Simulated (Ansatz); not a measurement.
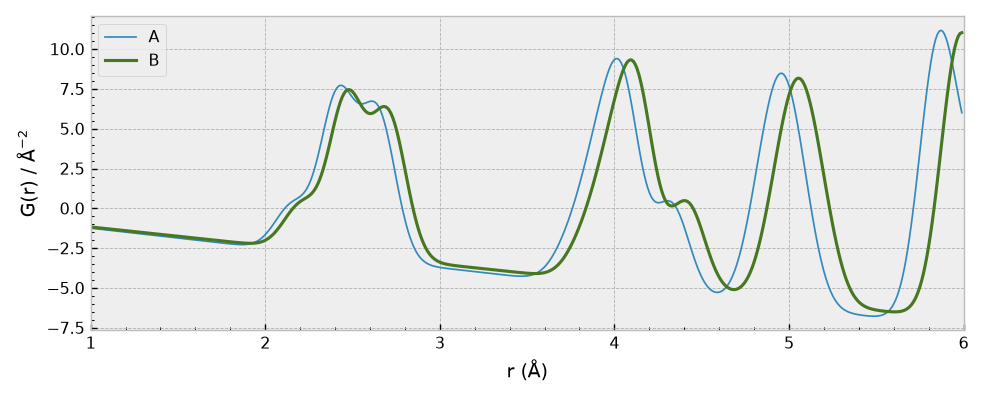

Each curve is a calculated X-ray PDF: distances of the static structure, each pair weighted by the product of the atomic numbers (X-ray weights at Q = 0), broadened by Gaussians with σ = 0.10 Å. Both curves are of Mn in space group Pm-3n, for two cells of different size. A: the geometry relaxed with DFT, LDA (PW92), plane waves (420 eV) with PAW, scalar-relativistic in Ansatz 0.2.0; the starting structure was generated, so it need not be a known form of this composition; B: the end point of a relaxation with Ansatz, DFT, PBE, plane waves (420 eV) with PAW, scalar-relativistic; the starting structure was generated, so it need not be a known form of this composition.

Q: How does the volume of B compare with that of A?

A: Cell B is larger: the volume of B is 6.4 % above that of A (10.13 and 10.78 Å³ per atom), a mean linear change of 2.1 %. The shortest distance is 2.164 Å in A and 2.209 Å in B.

Q: Give both cells.

A: Cell A: a = 4.327 Å, b = 4.327 Å, c = 4.327 Å, α = 90.00°, β = 90.00°, γ = 90.00°
Cell B: a = 4.419 Å, b = 4.419 Å, c = 4.419 Å, α = 90.00°, β = 90.00°, γ = 90.00°
